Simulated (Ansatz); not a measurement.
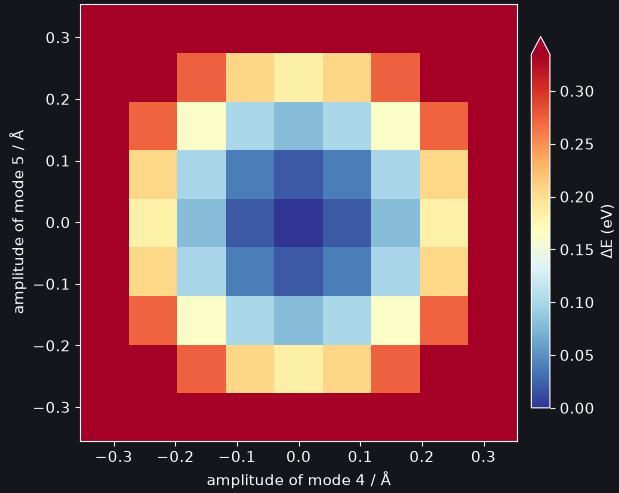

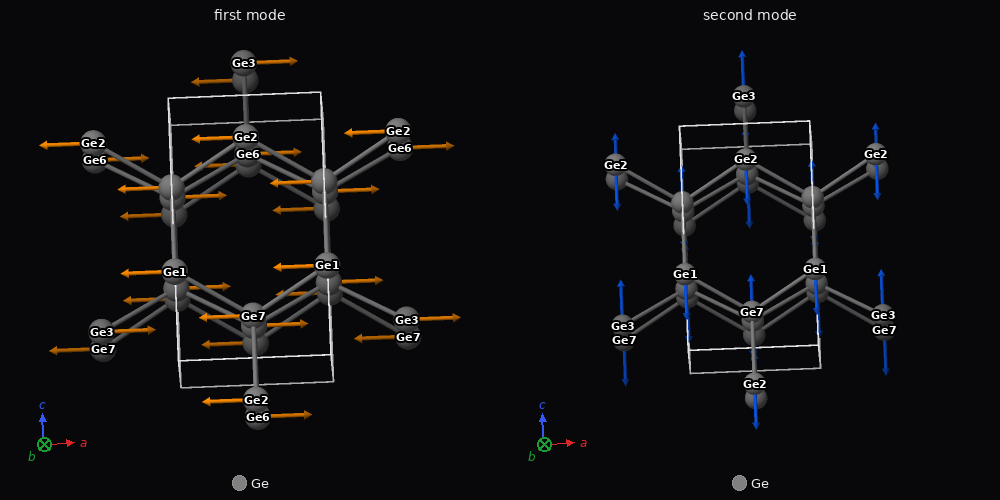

Energy landscape of Ge (P6_3/mmc, No. 194; 8 atoms in the cell). The energy is mapped over two normal modes frozen in (zone-centre modes of the 8-atom cell of this scan, which folds in the wave vector (0, 1/2, 0) of the primitive cell). Coordinates scanned: (1) amplitude of mode 4 (53 cm⁻¹), largest displacement; (2) amplitude of mode 5 (53 cm⁻¹), largest displacement. Nothing is relaxed (the cell and all other modes fixed). Grid: 9 × 9 points; 25 points were computed and 56 follow by symmetry. Points are written as (first, second). Energies: eV per cell, counted from the lowest grid point. The lowest point has no gap; 44 points of the grid have one on the k-mesh. The calculation used DFT PBE, scalar-relativistic, plane waves, PAW in Ansatz. Settings: cutoff 420 eV, k-mesh 10×6×6 in the order of the run's cell vectors, gaussian smearing 0.15 eV, no spin polarisation.

Drawn: one coloured cell a grid point, one colour for all values above the top of the scale. The second picture is the structure at the lowest point

Q: Summarise what can be read from the map.

A: The lowest grid point is at (0.000 Å, 0.000 Å). It is the only kind of minimum in the scanned range. The highest grid point, (−0.315 Å, −0.315 Å), lies 0.717 eV above the lowest.

The input of one point:

```yaml
crystal:
  lattice:
    - [-4.0584862908, 0.0, 0.0]
    - [0.0, 0.0, -6.6930647484]
    - [0.0, -7.0295044574, 0.0]
  atoms:
    - { symbol: Ge, position: [0.0, 0.9372088633, 0.3333333333] }
    - { symbol: Ge, position: [0.5, 0.9372088633, 0.8333333333] }
    - { symbol: Ge, position: [0.5, 0.4372088633, 0.1666666667] }
    - { symbol: Ge, position: [0.0, 0.4372088633, 0.6666666667] }
    - { symbol: Ge, position: [0.0, 0.5627911367, 0.3333333333] }
    - { symbol: Ge, position: [0.5, 0.5627911367, 0.8333333333] }
    - { symbol: Ge, position: [0.5, 0.0627911367, 0.1666666667] }
    - { symbol: Ge, position: [0.0, 0.0627911367, 0.6666666667] }
basis:
  ecutwfc: 420
kpoints:
  mp_grid: { grid: [10, 6, 6] }
hamiltonian:
  xc: pbe
  pseudopotentials: { kind: paw, azcp: { folder: soft_1 } }
scf:
  occupations: { method: gaussian, width: 0.15 }
output:
  forces: true
  stress: true
  eigenvalues: true
  write_density: true
  write_potential: true
  elf: true
  volumetric_format: npy
```

The whole map (25 points run) took 20 min on 4 threads of Intel(R) Xeon(R) Platinum 8259CL CPU @ 2.50GHz (Skylake/Cascade Lake), on a shared host.
